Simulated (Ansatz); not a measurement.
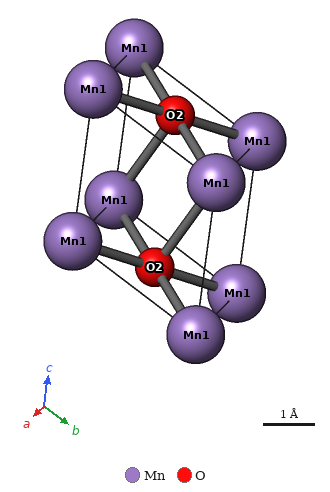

Figure 1. The structure (ball-and-stick view of the reduced cell, seen slightly off an axis; atoms are numbered from 1 in the order of the input).

# Band-structure calculation of MnO

- system: MnO (I4/mmm, 2 atoms in the cell)
- method: DFT, LDA, all-electron LAPW, scalar-relativistic, spin-polarised (Ansatz 0.2.0)

The structure derives from an entry of the Crystallography Open Database. It belongs to a series of runs on one base structure; here: equal xx and yy strain of -3 %. Figures and captions count atoms from 1; the log counts them from 0 in places.

**Log**
```
LAPW: plane waves up to 10.273 Å⁻¹, error target 2.5e-4 eV per atom; small_component_spin mean_spin; O in spheres of 0.988 Å, 8 of its electrons in bands, Dirac shells []; Mn in spheres of 1.167 Å, 15 of its electrons in bands, Dirac shells [] (how accurate: hamiltonian.pseudopotentials.lapw.basis_error, Limitations)
Engine: ansatz 0.2.0, x86_64-unknown-linux-gnu
Pseudopotentials: kind: all_electron
Pseudopotential: Mn, LAPW, valence charge 15, lapw/all_electron/scalar/gaussian/Mn, Koelling and Harmon's equation, gaussian nucleus
Pseudopotential: O, LAPW, valence charge 8, lapw/all_electron/scalar/gaussian/O, Koelling and Harmon's equation, gaussian nucleus
Functional definition: SPW92
  exchange = slater_x
  correlation = pw_c
Crystal: 2 atoms, lattice volume = 20.645 Å³
Basis set: ecut = 402.1180591805525 eV, 363 PW (Γ), FFT grids on a1−a2, a2, a3, exchange–correlation at level 2
Bands: 18, of which v1, the nominal top of the filled ones, is band 12 counted from 1 (11 counted from 0)
Symmetry: 16 space group operations
Space group: I4/mmm (ITA 139), of the structure as read, at distance tolerance 2.7e-5 Å
Magnetic group: BNS 139.531 (UNI 1191), of the structure as read, at distance tolerance 2.7e-5 Å
k-points: 349 of 4096
Non-local potential: Mn, projectors of the file, none
Non-local potential: O, projectors of the file, none
Initial density: superposition of atomic densities (chi_scale 0.1, normalization cell, long waves kept (reshape's long-wave potential 0.00 eV rms))
Starting moments: Σ|m| = 4 μB on 1 of 2 sites
Initial wavefunctions: plane waves of lowest kinetic energy (no species holds an atomic orbital)
Functional: x = slater, c = lda
iter 1 solved again at ethr=7.30e-3 eV; its pass at ethr=1.00e-1 eV (dr2=1.68e0 eV) is discarded
SCF iter   1: F=—  HF=-33507.330704 eV  |F-HF|=—  |Δ(HF+E_count)|=         —  Δρ=5.25e-2 (↑4.95e-2 ↓5.25e-2)  dr2=1.68e0  dr2_m=1.52e-1  M=4.753 μB ∫|m|=4.753 μB  β_m=0.30  ethr=7.30e-3  ⟨swp⟩=2.0  Hψ=81256  notcnv=0
Mixer restart at iter 1: flushing history
preconditioner: auto → none  [metal: Δε(μ)=0.003 eV  Ē_g=14.153 eV  σ=0.050 eV  W_gap=0.02  n_scr=8 (ndim 8)  ℏωp=29.5 eV  f_vac=0.000  D(μ)=1.02/eV (n_scr^D=14)  sad-step TF]
SCF iter   2: F=—  HF=-33506.457922 eV  |F-HF|=—  |Δ(HF+E_count)|=   8.73e-1  Δρ=2.35e-2 (↑2.35e-2 ↓2.13e-2)  dr2=3.58e-1  dr2_m=2.67e-2  M=4.521 μB ∫|m|=4.521 μB  β_m=0.37  ethr=7.29e-3  ⟨swp⟩=2.0  Hψ=36994  notcnv=0
SCF iter   3: F=—  HF=-33506.388327 eV  |F-HF|=—  |Δ(HF+E_count)|=   6.96e-2  Δρ=1.03e-2 (↑1.03e-2 ↓7.52e-3)  dr2=6.87e-2  dr2_m=2.47e-3  M=4.429 μB ∫|m|=4.429 μB  β_m=0.54  ethr=1.56e-3  ⟨swp⟩=2.0  Hψ=37688  notcnv=0
iter 4 solved again at ethr=4.79e-6 eV; its pass at ethr=2.99e-4 eV (dr2=1.10e-3 eV) is discarded
SCF iter   4: F=—  HF=-33506.389716 eV  |F-HF|=—  |Δ(HF+E_count)|=         —  Δρ=2.23e-3 (↑1.72e-3 ↓2.23e-3)  dr2=1.10e-3  dr2_m=3.74e-4  M=4.411 μB ∫|m|=4.411 μB  β_m=0.54  ethr=4.79e-6  ⟨swp⟩=2.0  Hψ=60280  notcnv=0
Mixer restart at iter 4: flushing history
the basis was enlarged: its passes take 148.8 KiB over the memory plan, 2 of 2 planned eigensolver slots
SCF iter   5: F=—  HF=-33506.391260 eV  |F-HF|=—  |Δ(HF+E_count)|=   1.54e-3  Δρ=1.93e-3 (↑1.93e-3 ↓4.97e-4)  dr2=1.33e-3  dr2_m=1.44e-4  M=4.404 μB ∫|m|=4.404 μB  β_m=0.50  ethr=4.78e-6  ⟨swp⟩=2.9  Hψ=36856  notcnv=0
SCF iter   6: F=—  HF=-33506.390291 eV  |F-HF|=—  |Δ(HF+E_count)|=   9.69e-4  Δρ=6.81e-4 (↑6.81e-4 ↓6.20e-4)  dr2=7.40e-5  dr2_m=5.82e-5  M=4.406 μB ∫|m|=4.406 μB  β_m=0.63  ethr=4.78e-6  ⟨swp⟩=2.4  Hψ=33673  notcnv=0
SCF iter   7: F=—  HF=-33506.390490 eV  |F-HF|=—  |Δ(HF+E_count)|=   2.00e-4  Δρ=2.82e-4 (↑2.05e-4 ↓2.82e-4)  dr2=1.85e-6  dr2_m=1.02e-5  M=4.403 μB ∫|m|=4.403 μB  β_m=0.57  ethr=3.22e-7  ⟨swp⟩=2.0  Hψ=33401  notcnv=0
SCF iter   8: F=—  HF=-33506.390502 eV  |F-HF|=—  |Δ(HF+E_count)|=   1.16e-5  Δρ=6.13e-5 (↑6.13e-5 ↓4.39e-5)  dr2=1.49e-7  dr2_m=4.90e-7  M=4.403 μB ∫|m|=4.403 μB  β_m=0.69  ethr=8.04e-9  ⟨swp⟩=3.0  Hψ=37278  notcnv=0
SCF iter   9: F=—  HF=-33506.390501 eV  |F-HF|=—  |Δ(HF+E_count)|=   5.26e-7  Δρ=8.59e-6 (↑8.59e-6 ↓2.95e-6)  dr2=1.64e-8  dr2_m=3.54e-9  M=4.403 μB ∫|m|=4.403 μB  β_m=0.85  ethr=6.46e-10  ⟨swp⟩=2.8  Hψ=35010  notcnv=0
SCF iter  10: F=—  HF=-33506.390501 eV  |F-HF|=—  |Δ(HF+E_count)|=   1.24e-9  Δρ=2.03e-6 (↑2.03e-6 ↓1.42e-6)  dr2=5.56e-10  dr2_m=3.99e-10  M=4.403 μB ∫|m|=4.403 μB  β_m=0.92  ethr=7.13e-11  ⟨swp⟩=2.3  Hψ=33688  notcnv=0
SCF iter  11: F=-33506.390501 eV  HF=-33506.390501 eV  |F-HF|=2.91e-11  |Δ(HF+E_count)|=   1.61e-9  Δρ=9.27e-8 (↑9.27e-8 ↓3.58e-8)  dr2=9.46e-13  dr2_m=6.25e-13  M=4.403 μB ∫|m|=4.403 μB  ethr=5.87e-12 (applied; sched 2.42e-12)  ⟨swp⟩=2.5  Hψ=34052  notcnv=0
SCF 1 converged in 11 iterations: F = -33506.390501 eV  dr2 = 9.46e-13
```

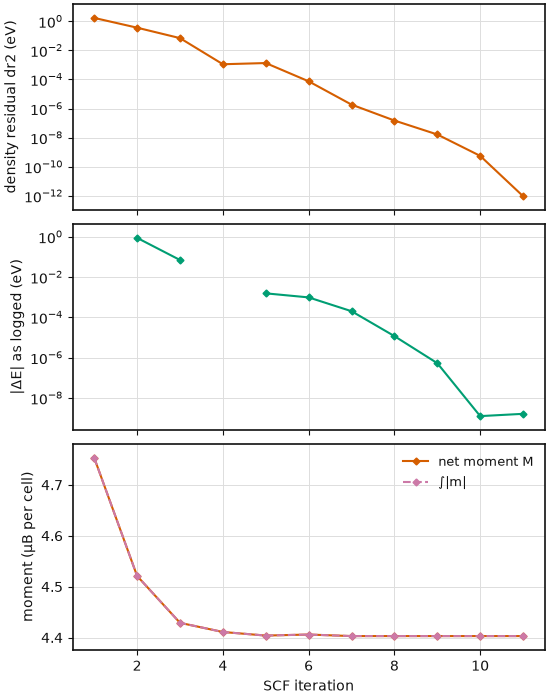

Figure 2. Convergence of the self-consistent field: density residual dr2, size of the energy change and magnetic moment against the SCF iteration. The residual falls almost steadily, with no more than small rises. The net moment goes from 4.8 to 4.4 μB per cell.

```
NSCF: frozen V_eff on 41 k-points
SCF converged after 11 iterations
Magnetization: 4.4032 μB (13.7016 up, 9.2984 down)
Absolute magnetization: 4.4034 μB (∫|ρ↑−ρ↓|)
Spin contamination: 0.0147 ħ² per cell (⟨S²⟩ above its minimum at these occupations)
Per-site moments (μB) at R_I (Å): [(3.978716140145421, 1.1674061450994804), (0.20730169385447184, 0.9879338227834508)]
Free energy (F): -33506.390501 eV
Harris-Foulkes:  -33506.390501 eV  (|F-HF|=2.91e-11)
Internal energy: -33506.381019 eV  (E = F + TS)
E sigma→0 (E₀):  -33506.385760 eV
Entropy (-TS):   -0.009482 eV (-4.741 meV/atom)
Fermi energy:    14.354791 eV
--- Per-component energies (eV) ---
  E_band       = -1205.817507
  E_kinetic    = 33879.705018
  E_xc         = -1586.581526
  E_electrostatic = -65799.504511  (all electrons and nuclei)
  E_smearing   = -0.009482  (= −TS)
  E_closure    = 0.000000  (closes the sum)
  E_atoms      = -33488.084494  (free atoms, spherical and without spin; not in F)
  Σ components = -33506.390501   (vs F -33506.390501, Δ=0.00e0)
  Basis errors (estimates in eV, not in F): energy 9.3e-5 per atom: plane waves 8.1e-5 (4.5e-5 summed), levels above the bands 1.4e-125, relativity 5.5e-9, radial functions 1.2e-5, core shells 1.2e-7; eigenvalues (radial functions only) 5.2e-7; not estimated: angular momenta, meshes, grids; target (lapw.basis_error) 2.5e-4; muffin-tin radii O 0.988 Å, Mn 1.167 Å
--- Forces (eV/Å), atoms counted from 1 ---
  atom   1  Mn     0.00000000     0.00000000     0.00000000
  atom   2  O      0.00000000     0.00000000     0.00000000
  max |Σ_I F_I| component: 5.52e-30 eV/Å
--- Stress (GPa, compression-positive) ---
      -11.225844       0.000000       0.000000
        0.000000     -11.225844       0.000000
        0.000000       0.000000     -10.542817
  P = ⅓ Tr σ = -10.9982 GPa (-109.982 kbar)
--- Band table (eV; the first three rows and the last of 698) ---
  k-point 0 ↑: bands = ["-489.3280", "-66.3610", "-35.4525", "-35.4525", "-35.4410", "-6.2913", "10.1611", "10.1611", "10.2245", "11.1297", "11.2806", "11.2806", "11.7079", "11.8264", "14.2152", "28.4846", "31.0087", "31.0087"]
  k-point 1 ↑: bands = ["-489.3280", "-66.3606", "-35.4552", "-35.4528", "-35.4422", "-6.2521", "9.7990", "9.9357", "9.9719", "11.2212", "11.3313", "11.3829", "11.9363", "12.0588", "14.4919", "28.0260", "30.8754", "30.9248"]
  k-point 2 ↑: bands = ["-489.3280", "-66.3596", "-35.4638", "-35.4538", "-35.4447", "-6.1386", "9.0227", "9.4840", "9.5141", "11.3653", "11.4386", "11.5479", "12.4339", "12.5701", "15.1659", "26.9739", "30.3563", "30.5925"]
  k-point 348 ↓: bands = ["-489.1208", "-62.0955", "-31.3685", "-31.3670", "-31.3670", "-4.8009", "7.3460", "9.6366", "9.6366", "12.8717", "15.8923", "16.3055", "16.4305", "16.4305", "21.3040", "22.9842", "27.2638", "29.8670"]
```

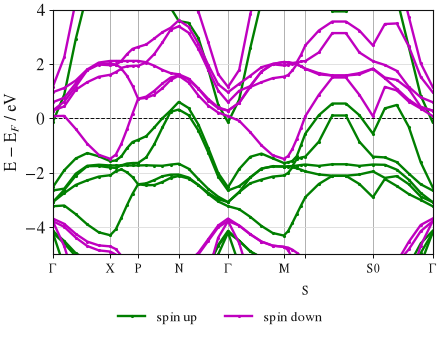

Figure 3. Band structure along Γ–X–P–N–Γ–M–S–S0–Γ, with energies from the Fermi level. Bands cross the Fermi level: a metal at this level of theory.

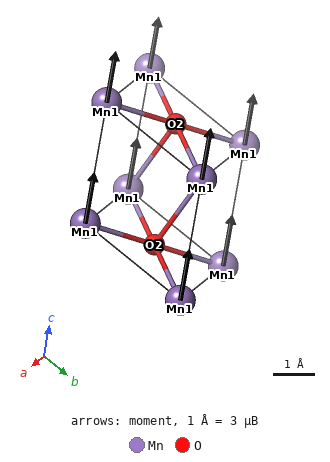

Figure 4. Magnetic moments of the sites as black arrows (ball-and-stick view of the reduced cell, seen slightly off an axis; atoms are numbered from 1 in the order of the input); small moments hardly show. The run is collinear, so the axis drawn is arbitrary. Site moments: Mn1 (3.98 μB); O2 (0.21 μB). They are counted near the atoms and needn't add up to the moment of the cell.

This output came from the following input.

**Input**
```yaml
crystal:
  lattice:
    - [0.0, 2.15534, 2.222]
    - [2.15534, 0.0, 2.222]
    - [2.15534, 2.15534, 0.0]
  atoms:
    - { symbol: Mn, position: [0.0, 0.0, 0.0], spin: 4.0 }
    - { symbol: O, position: [0.5, 0.5, 0.5] }
magnetization:
  spin_polarized: true
kpoints:
  mp_grid: { grid: [16, 16, 16] }
  band_path:
    path:
      - [0.0, 0.0, 0.0]
      - [0.0, 0.5, 0.5]
      - [0.25, 0.75, 0.5]
      - [0.0, 0.5, 0.0]
      - [0.0, 0.0, 0.0]
      - [0.5, 0.5, 0.0]
      - [0.3676125, 0.6323875, 0.0]
      - [-0.3676125, 0.3676125, 0.0]
      - [0.0, 0.0, 0.0]
    npoints: 5
scf:
  occupations: { method: fermi_dirac, width: 0.05 }
hamiltonian:
  xc: lda
  pseudopotentials: { kind: all_electron, lapw: { basis_error: 0.00025 } }
output:
  forces: true
  stress: true
  eigenvalues: true
```

Launched with:
```bash
ansatz run input.yaml --threads 1 --pin off --max-ram 3072MiB --backend cpu --events-out ev --progress --plain --runs-dir out
```

**Key numbers**

| quantity | value |
| --- | --- |
| outcome | converged |
| space group (tolerance 0.01 Å) | I4/mmm (139) |
| electrons in bands (core shells apart) | 23 |
| free energy | −33506.3905 eV |
| Fermi energy | 14.355 eV |
| net moment of the cell | 4.40 μB |
| integrated absolute moment | 4.40 μB |
| pressure | −11.00 GPa |
| electronic character | metal |
| largest force (length of the vector) | under 0.001 eV/Å |
| hardware | 1 thread of Intel Xeon (Sapphire Rapids), 64 GiB of memory available, shared host |
| wall time | 1.9 min |
| peak memory | 1.3 GiB |

**Remarks**

The cell is under a tension of 11.0 GPa at this level, so it is not at its equilibrium volume.
